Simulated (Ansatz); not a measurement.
## Si: geometry relaxation (part 1 of 2)

- system: Si (2 atoms in the cell)
- method: DFT PBE+D3(BJ), scalar-relativistic, plane waves, PAW, no spin polarisation (Ansatz 0.2.0)

The structure was made by a generator, so it may or may not be a known phase. Figures and captions count atoms from 1; the log counts them from 0 in places.

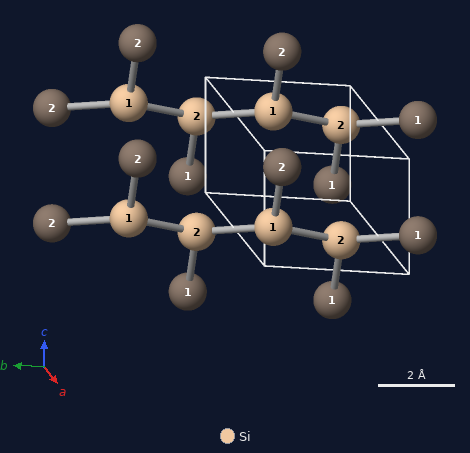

Figure 1. The structure as given in the input (ball-and-stick view of the cell of the calculation, repeated 1 × 2 × 1, seen at an oblique angle; neighbours outside the cell are drawn fainter; atoms are numbered from 1 in the order of the input). Near neighbours in the crystal (not all of them lie inside the picture): Si has 3 Si at 2.28 Å.

**Key numbers**

```json
{"quantity": "outcome", "value": "converged"}
{"quantity": "space group (tolerance 0.01 Å)", "value": "P-3m1 (164)"}
{"quantity": "electrons treated", "value": "8"}
{"quantity": "free energy", "value": "−1271.4722 eV"}
{"quantity": "Fermi energy", "value": "6.256 eV"}
{"quantity": "gap on the k-point mesh", "value": "none (metallic)"}
{"quantity": "pressure", "value": "−0.01 GPa"}
{"quantity": "final volume", "value": "41.27 Å³"}
{"quantity": "largest force (length of the vector) at the end", "value": "0.001 eV/Å"}
{"quantity": "final cell", "value": "a = 3.842 Å, b = 3.842 Å, c = 3.228 Å, α = 90.00°, β = 90.00°, γ = 120.00°"}
{"quantity": "hardware", "value": "1 thread of AMD EPYC (Zen 3), 64 GiB of memory available, shared host"}
{"quantity": "wall time", "value": "3.1 min"}
{"quantity": "peak memory", "value": "0.58 GiB"}
```

**Input**
```yaml
crystal:
  lattice:
    - [3.87, 0.0, 0.0]
    - [-1.935, 3.35151831, 0.0]
    - [0.0, 0.0, 3.68]
  atoms:
    - { symbol: Si, position: [0.33333333, 0.66666667, 0.94021739] }
    - { symbol: Si, position: [0.66666667, 0.33333333, 0.05978261] }
basis:
  ecutwfc: 420
kpoints:
  mp_grid: { grid: [18, 18, 16] }
hamiltonian:
  xc: pbe
  dispersion: d3bj
scf:
  occupations: { method: gaussian, width: 0.1 }
output:
  forces: true
  stress: true
  eigenvalues: true
  write_density: true
  write_potential: true
  elf: true
  volumetric_format: npy
relax:
  adjacent_minimum: "off"
  f_tol: 0.01
  max_steps: 80
  cell: { stress_tol: 0.05 }
```

Launched with:
```bash
ansatz run input.yaml --threads 1 --pin off --max-ram 2048MiB --backend cpu --events-out ev --progress --plain --runs-dir out
```

**Log**
```
Engine: ansatz 0.2.0, x86_64-unknown-linux-gnu
Pseudopotentials: kind: paw
Pseudopotential: Si, paw, valence charge 4, recommended cutoff 420 eV (normal), Si.paw.azcp
Functional definition: PBE
  parameter kappa = 0.804
  parameter beta = 0.06672455060314922
  exchange = pbe_x(kappa = kappa, mu = beta*pi^2/3)
  correlation = pbe_c(beta = beta)
Crystal: 2 atoms, lattice volume = 47.731 Å³
Basis set: ecut = 420 eV, 937 PW (Γ), exchange–correlation on 54×54×50 points (8 copies of the dense FFT grid, shifted against one another)
Bands: 8, of which v1, the nominal top of the filled ones, is band 4 counted from 1 (3 counted from 0)
Symmetry: 12 space group operations
Space group: P-3m1 (ITA 164), of the structure as read, at distance tolerance 3.6e-5 Å
k-points: 522 of 5184
Non-local potential: Si, projectors of the file, l = 0: 2, l = 1: 2, l = 2: 2
PAW form: soft (Blöchl's): semilocal exchange-correlation on the pseudo side does not see the compensation charge
PAW one-centre angular grid: Si, 110 points (default); XC on 64 Gauss nodes
Initial density: superposition of atomic densities (neutral atoms: chi_scale 0, normalization atom), corrected by the library's trained network
Initial wavefunctions: pseudopotential atomic-orbital guess
Functional: x = pbe(κ = 0.804, μ = 0.2195149727645171), c = pbe(β = 0.06672455060314922)
SCF iter   1: F=—  HF=-1271.152284 eV  |F-HF|=—  |Δ(HF+E_count)|=         —  Δρ=1.83e-3  dr2=1.68e-3  ethr=1.77e-3  ⟨swp⟩=5.9  Hψ=37934  notcnv=0
preconditioner: auto → none  [metal: Δε(μ)=0.039 eV  Ē_g=8.756 eV  σ=0.100 eV  W_gap=0.21  n_scr=8 (ndim 8)  ℏωp=15.2 eV  f_vac=0.000  D(μ)=0.63/eV (n_scr^D=0)  sad-step TF]
SCF iter   2: F=—  HF=-1271.152960 eV  |F-HF|=—  |Δ(HF+E_count)|=   6.75e-4  Δρ=1.08e-3  dr2=6.88e-4  ethr=2.09e-5  ⟨swp⟩=1.7  Hψ=8848  notcnv=0
SCF iter   3: F=—  HF=-1271.153263 eV  |F-HF|=—  |Δ(HF+E_count)|=   3.04e-4  Δρ=2.74e-4  dr2=4.45e-5  ethr=8.60e-6  ⟨swp⟩=2.8  Hψ=6368  notcnv=0
SCF iter   4: F=—  HF=-1271.153245 eV  |F-HF|=—  |Δ(HF+E_count)|=   1.78e-5  Δρ=8.25e-5  dr2=3.34e-6  ethr=5.57e-7  ⟨swp⟩=2.0  Hψ=5975  notcnv=0
SCF iter   5: F=—  HF=-1271.153247 eV  |F-HF|=—  |Δ(HF+E_count)|=   1.36e-6  Δρ=1.55e-5  dr2=1.09e-7  ethr=4.17e-8  ⟨swp⟩=2.2  Hψ=6109  notcnv=0
SCF iter   6: F=-1271.153247 eV  HF=-1271.153247 eV  |F-HF|=2.73e-9  |Δ(HF+E_count)|=   3.28e-9  Δρ=4.53e-6  dr2=8.79e-9  ethr=1.25e-9  ⟨swp⟩=9.0  Hψ=27798  notcnv=0
SCF 1 converged in 6 iterations: F = -1271.153247 eV  dr2 = 8.79e-9
  greatest PAW one-centre occupation: 0.649 electrons in one spin orbital (limit 2), on the Si atom at site 1 (counted from 0), in its partial waves of l = 0
relax step   1: F+E_penalty+E_count = -1271.15324663 eV  Δ(F+E_penalty+E_count) = +0.000e0 eV  max|allowed force component| = 3.556e-1 eV/Å  Δτ_max = 0.0000 Å  P = -2.456 GPa  Ω = 47.731 Å³  (6 SCF iters, dr2 threshold 1.00e-7 eV, accepted)
Crystal: 2 atoms, lattice volume = 44.844 Å³
Basis set: ecut = 420 eV, 875 PW (Γ), exchange–correlation on 54×54×50 points (8 copies of the dense FFT grid, shifted against one another)
Initial density: handed on by an earlier stage of this run
Initial wavefunctions: those handed on with the density
iter 1 solved again at ethr=3.32e-5 eV; its pass at ethr=3.10e-3 eV (dr2=2.65e-3 eV) is discarded
SCF iter   1: F=—  HF=-1271.274983 eV  |F-HF|=—  |Δ(HF+E_count)|=         —  Δρ=2.29e-3  dr2=2.68e-3  ethr=3.32e-5  ⟨swp⟩=1.2  Hψ=43428  notcnv=0
preconditioner: auto → none  [metal: Δε(μ)=0.014 eV  Ē_g=8.875 eV  σ=0.100 eV  W_gap=0.08  n_scr=8 (ndim 8)  ℏωp=15.7 eV  f_vac=0.000  D(μ)=0.57/eV (n_scr^D=0)]
SCF iter   2: F=—  HF=-1271.274862 eV  |F-HF|=—  |Δ(HF+E_count)|=   1.21e-4  Δρ=9.94e-4  dr2=3.82e-4  ethr=3.32e-5  ⟨swp⟩=2.0  Hψ=5443  notcnv=0
SCF iter   3: F=—  HF=-1271.275030 eV  |F-HF|=—  |Δ(HF+E_count)|=   1.68e-4  Δρ=1.95e-4  dr2=1.25e-5  ethr=4.78e-6  ⟨swp⟩=2.3  Hψ=6243  notcnv=0
SCF iter   4: F=—  HF=-1271.275063 eV  |F-HF|=—  |Δ(HF+E_count)|=   3.27e-5  Δρ=7.93e-6  dr2=2.63e-8  ethr=2.50e-9  ⟨swp⟩=8.7  Hψ=34940  notcnv=0
SCF iter   5: F=-1271.275063 eV  HF=-1271.275063 eV  |F-HF|=1.58e-9  |Δ(HF+E_count)|=   6.33e-8  Δρ=1.42e-6  dr2=6.63e-10  ethr=3.28e-10  ⟨swp⟩=6.0  Hψ=22236  notcnv=0
SCF 2 converged in 5 iterations: F = -1271.275063 eV  dr2 = 6.63e-10
  greatest PAW one-centre occupation: 0.651 electrons in one spin orbital (limit 2), on the Si atom at site 1 (counted from 0), in its partial waves of l = 0
relax step   2: F+E_penalty+E_count = -1271.27506317 eV  Δ(F+E_penalty+E_count) = -1.218e-1 eV  max|allowed force component| = 4.412e-1 eV/Å  Δτ_max = 0.0469 Å  P = -1.571 GPa  Ω = 44.844 Å³  energy of the carried Pulay correction = +3.482e-4 eV  (5 SCF iters, dr2 threshold 2.00e-7 eV, accepted)
Crystal: 2 atoms, lattice volume = 42.279 Å³
Basis set: ecut = 420 eV, 827 PW (Γ), exchange–correlation on 54×54×50 points (8 copies of the dense FFT grid, shifted against one another)
iter 1 solved again at ethr=2.57e-5 eV; its pass at ethr=3.10e-3 eV (dr2=2.06e-3 eV) is discarded
SCF iter   1: F=—  HF=-1271.396550 eV  |F-HF|=—  |Δ(HF+E_count)|=         —  Δρ=2.20e-3  dr2=2.08e-3  ethr=2.57e-5  ⟨swp⟩=1.5  Hψ=43339  notcnv=0
preconditioner: auto → none  [metal: Δε(μ)=0.016 eV  Ē_g=8.986 eV  σ=0.100 eV  W_gap=0.09  n_scr=8 (ndim 8)  ℏωp=16.2 eV  f_vac=0.000  D(μ)=0.51/eV (n_scr^D=0)]
SCF iter   2: F=—  HF=-1271.396748 eV  |F-HF|=—  |Δ(HF+E_count)|=   1.97e-4  Δρ=1.04e-3  dr2=3.93e-4  ethr=2.57e-5  ⟨swp⟩=1.0  Hψ=4181  notcnv=0
SCF iter   3: F=—  HF=-1271.396939 eV  |F-HF|=—  |Δ(HF+E_count)|=   1.92e-4  Δρ=1.38e-4  dr2=5.77e-6  ethr=4.91e-6  ⟨swp⟩=2.0  Hψ=6173  notcnv=0
SCF iter   4: F=—  HF=-1271.396959 eV  |F-HF|=—  |Δ(HF+E_count)|=   2.01e-5  Δρ=9.16e-6  dr2=3.82e-8  ethr=2.50e-9  ⟨swp⟩=8.4  Hψ=33799  notcnv=0
SCF iter   5: F=-1271.396959 eV  HF=-1271.396959 eV  |F-HF|=2.19e-9  |Δ(HF+E_count)|=   6.39e-8  Δρ=1.72e-6  dr2=7.76e-10  ethr=4.78e-10  ⟨swp⟩=6.0  Hψ=22223  notcnv=0
SCF 3 converged in 5 iterations: F = -1271.396959 eV  dr2 = 7.76e-10
  greatest PAW one-centre occupation: 0.653 electrons in one spin orbital (limit 2), on the Si atom at site 1 (counted from 0), in its partial waves of l = 0
relax step   3: F+E_penalty+E_count = -1271.39695937 eV  Δ(F+E_penalty+E_count) = -1.219e-1 eV  max|allowed force component| = 4.619e-1 eV/Å  Δτ_max = 0.0500 Å  P = +0.073 GPa  Ω = 42.279 Å³  energy of the carried Pulay correction = +6.764e-4 eV  (5 SCF iters, dr2 threshold 2.00e-7 eV, accepted)
Crystal: 2 atoms, lattice volume = 41.298 Å³
iter 1 solved again at ethr=1.18e-4 eV; its pass at ethr=3.10e-3 eV (dr2=9.47e-3 eV) is discarded
SCF iter   1: F=—  HF=-1271.456887 eV  |F-HF|=—  |Δ(HF+E_count)|=         —  Δρ=5.58e-3  dr2=9.39e-3  ethr=1.18e-4  ⟨swp⟩=1.0  Hψ=42590  notcnv=0
preconditioner: auto → none  [metal: Δε(μ)=0.010 eV  Ē_g=8.862 eV  σ=0.100 eV  W_gap=0.06  n_scr=8 (ndim 8)  ℏωp=16.3 eV  f_vac=0.000  D(μ)=0.63/eV (n_scr^D=0)]
SCF iter   2: F=—  HF=-1271.455708 eV  |F-HF|=—  |Δ(HF+E_count)|=   1.18e-3  Δρ=2.57e-3  dr2=1.73e-3  ethr=1.17e-4  ⟨swp⟩=1.0  Hψ=4221  notcnv=0
SCF iter   3: F=—  HF=-1271.455779 eV  |F-HF|=—  |Δ(HF+E_count)|=   7.09e-5  Δρ=2.47e-4  dr2=1.40e-5  ethr=2.17e-5  ⟨swp⟩=1.8  Hψ=5207  notcnv=0
SCF iter   4: F=—  HF=-1271.455788 eV  |F-HF|=—  |Δ(HF+E_count)|=   9.06e-6  Δρ=2.93e-5  dr2=2.06e-7  ethr=1.75e-7  ⟨swp⟩=2.5  Hψ=6326  notcnv=0
SCF iter   5: F=-1271.455788 eV  HF=-1271.455788 eV  |F-HF|=5.48e-10  |Δ(HF+E_count)|=   1.84e-7  Δρ=2.25e-6  dr2=2.51e-9  ethr=2.50e-9  ⟨swp⟩=9.7  Hψ=31104  notcnv=0
WARN: dispersion: an atom stands within reach of a switch of its C6 between two reference coordination numbers of its element: through that C6 alone, e_disp changes by 0.025 eV or more while the distances to its neighbours run over a stretch of 0.05 Å that contains this geometry (sites counted from 0 in the run's list of atoms or, in a supercell that it derives, in that cell's: here a list of 2) — site 0 (Si): coordination number 3.400 (about 3.23 to 3.57 with every neighbour 0.05 Å farther or nearer), switch near 3.404 between the references 2.941 (weight 0.51) and 3.868 (weight 0.49), e_disp changing by some 0.04 eV; site 1 (Si): coordination number 3.400 (about 3.23 to 3.57 with every neighbour 0.05 Å farther or nearer), switch near 3.404 between the references 2.941 (weight 0.51) and 3.868 (weight 0.49), e_disp changing by some 0.04 eV; some 0.09 eV in sum. This is how the published method behaves, and the energy and the forces stay consistent. Where you compare this geometry's total energy with another's, compare their components.e_disp too, and, where the geometries are yours to choose, keep both on one side of the switch, which a site's coordination number tells: a relaxation that ends in reach of it can search the other side under relax.adjacent_minimum: search, except where no move that the cell, the constraints and the symmetry allow carries the atom there
SCF 4 converged in 5 iterations: F = -1271.455788 eV  dr2 = 2.51e-9
  greatest PAW one-centre occupation: 0.657 electrons in one spin orbital (limit 2), on the Si atom at site 1 (counted from 0), in its partial waves of l = 0
relax step   4: F+E_penalty+E_count = -1271.45578794 eV  Δ(F+E_penalty+E_count) = -5.883e-2 eV  max|allowed force component| = 7.553e-2 eV/Å  Δτ_max = 0.1133 Å  P = +0.127 GPa  Ω = 41.298 Å³  energy of the carried Pulay correction = +8.069e-4 eV  (5 SCF iters, dr2 threshold 2.00e-7 eV, accepted)
Crystal: 2 atoms, lattice volume = 42.049 Å³
Basis set: ecut = 420 eV, 851 PW (Γ), exchange–correlation on 54×54×50 points (8 copies of the dense FFT grid, shifted against one another)
iter 1 solved again at ethr=4.63e-6 eV; its pass at ethr=3.10e-3 eV (dr2=3.70e-4 eV) is discarded
SCF iter   1: F=—  HF=-1271.466504 eV  |F-HF|=—  |Δ(HF+E_count)|=         —  Δρ=1.14e-3  dr2=4.28e-4  ethr=4.63e-6  ⟨swp⟩=1.9  Hψ=41180  notcnv=0
preconditioner: auto → none  [metal: Δε(μ)=0.008 eV  Ē_g=8.838 eV  σ=0.100 eV  W_gap=0.04  n_scr=8 (ndim 8)  ℏωp=16.2 eV  f_vac=0.000  D(μ)=0.64/eV (n_scr^D=0)]
SCF iter   2: F=—  HF=-1271.466522 eV  |F-HF|=—  |Δ(HF+E_count)|=   1.81e-5  Δρ=5.29e-4  dr2=8.11e-5  ethr=4.63e-6  ⟨swp⟩=1.5  Hψ=4800  notcnv=0
SCF iter   3: F=—  HF=-1271.466558 eV  |F-HF|=—  |Δ(HF+E_count)|=   3.65e-5  Δρ=6.35e-5  dr2=1.17e-6  ethr=1.01e-6  ⟨swp⟩=2.0  Hψ=5791  notcnv=0
SCF iter   4: F=-1271.466559 eV  HF=-1271.466559 eV  |F-HF|=1.20e-8  |Δ(HF+E_count)|=   1.18e-6  Δρ=5.70e-6  dr2=1.23e-8  ethr=2.50e-9  ⟨swp⟩=10.4  Hψ=32250  notcnv=0
WARN: dispersion: an atom stands within reach of a switch of its C6 between two reference coordination numbers of its element: through that C6 alone, e_disp changes by 0.025 eV or more while the distances to its neighbours run over a stretch of 0.05 Å that contains this geometry (sites counted from 0 in the run's list of atoms or, in a supercell that it derives, in that cell's: here a list of 2) — site 0 (Si): coordination number 3.297 (about 3.15 to 3.44 with every neighbour 0.05 Å farther or nearer), switch near 3.404 between the references 2.941 (weight 0.69) and 3.868 (weight 0.31), e_disp changing by some 0.04 eV; site 1 (Si): coordination number 3.297 (about 3.15 to 3.44 with every neighbour 0.05 Å farther or nearer), switch near 3.404 between the references 2.941 (weight 0.69) and 3.868 (weight 0.31), e_disp changing by some 0.04 eV; some 0.07 eV in sum. This is how the published method behaves, and the energy and the forces stay consistent. Where you compare this geometry's total energy with another's, compare their components.e_disp too, and, where the geometries are yours to choose, keep both on one side of the switch, which a site's coordination number tells: a relaxation that ends in reach of it can search the other side under relax.adjacent_minimum: search, except where no move that the cell, the constraints and the symmetry allow carries the atom there
SCF 5 converged in 4 iterations: F = -1271.466559 eV  dr2 = 1.23e-8
  greatest PAW one-centre occupation: 0.656 electrons in one spin orbital (limit 2), on the Si atom at site 1 (counted from 0), in its partial waves of l = 0
relax step   5: F+E_penalty+E_count = -1271.46655944 eV  Δ(F+E_penalty+E_count) = -1.077e-2 eV  max|allowed force component| = 4.680e-2 eV/Å  Δτ_max = 0.0167 Å  P = -1.681 GPa  Ω = 42.049 Å³  energy of the carried Pulay correction = +7.068e-4 eV  (4 SCF iters, dr2 threshold 2.00e-7 eV, accepted)
Crystal: 2 atoms, lattice volume = 41.064 Å³
iter 1 solved again at ethr=6.53e-5 eV; its pass at ethr=3.10e-3 eV (dr2=5.22e-3 eV) is discarded
SCF iter   1: F=—  HF=-1271.469090 eV  |F-HF|=—  |Δ(HF+E_count)|=         —  Δρ=2.97e-3  dr2=5.47e-3  ethr=6.53e-5  ⟨swp⟩=1.0  Hψ=41929  notcnv=0
preconditioner: auto → none  [metal: Δε(μ)=0.018 eV  Ē_g=8.913 eV  σ=0.100 eV  W_gap=0.10  n_scr=8 (ndim 8)  ℏωp=16.4 eV  f_vac=0.000  D(μ)=0.56/eV (n_scr^D=0)]
SCF iter   2: F=—  HF=-1271.467292 eV  |F-HF|=—  |Δ(HF+E_count)|=   1.80e-3  Δρ=9.44e-4  dr2=3.65e-4  ethr=6.53e-5  ⟨swp⟩=2.1  Hψ=6074  notcnv=0
SCF iter   3: F=—  HF=-1271.467259 eV  |F-HF|=—  |Δ(HF+E_count)|=   3.29e-5  Δρ=2.21e-4  dr2=1.01e-5  ethr=4.57e-6  ⟨swp⟩=2.2  Hψ=6082  notcnv=0
SCF iter   4: F=—  HF=-1271.467263 eV  |F-HF|=—  |Δ(HF+E_count)|=   3.74e-6  Δρ=1.02e-5  dr2=2.83e-8  ethr=2.50e-9  ⟨swp⟩=8.2  Hψ=34070  notcnv=0
SCF iter   5: F=-1271.467263 eV  HF=-1271.467263 eV  |F-HF|=1.16e-9  |Δ(HF+E_count)|=   6.12e-8  Δρ=1.33e-6  dr2=5.76e-10  ethr=3.54e-10  ⟨swp⟩=5.9  Hψ=21977  notcnv=0
WARN: dispersion: an atom stands within reach of a switch of its C6 between two reference coordination numbers of its element: through that C6 alone, e_disp changes by 0.025 eV or more while the distances to its neighbours run over a stretch of 0.05 Å that contains this geometry (sites counted from 0 in the run's list of atoms or, in a supercell that it derives, in that cell's: here a list of 2) — site 0 (Si): coordination number 3.342 (about 3.20 to 3.49 with every neighbour 0.05 Å farther or nearer), switch near 3.404 between the references 2.941 (weight 0.61) and 3.868 (weight 0.39), e_disp changing by some 0.04 eV; site 1 (Si): coordination number 3.342 (about 3.20 to 3.49 with every neighbour 0.05 Å farther or nearer), switch near 3.404 between the references 2.941 (weight 0.61) and 3.868 (weight 0.39), e_disp changing by some 0.04 eV; some 0.08 eV in sum. This is how the published method behaves, and the energy and the forces stay consistent. Where you compare this geometry's total energy with another's, compare their components.e_disp too, and, where the geometries are yours to choose, keep both on one side of the switch, which a site's coordination number tells: a relaxation that ends in reach of it can search the other side under relax.adjacent_minimum: search, except where no move that the cell, the constraints and the symmetry allow carries the atom there
SCF 6 converged in 5 iterations: F = -1271.467263 eV  dr2 = 5.76e-10
relax step   6: F+E_penalty+E_count = -1271.46726277 eV  Δ(F+E_penalty+E_count) = -7.033e-4 eV  max|allowed force component| = 5.638e-2 eV/Å  Δτ_max = 0.0446 Å  P = +0.278 GPa  Ω = 41.064 Å³  energy of the carried Pulay correction = +8.385e-4 eV  (5 SCF iters, dr2 threshold 2.00e-7 eV, accepted)
Crystal: 2 atoms, lattice volume = 41.252 Å³
iter 1 solved again at ethr=1.54e-5 eV; its pass at ethr=3.10e-3 eV (dr2=1.23e-3 eV) is discarded
```
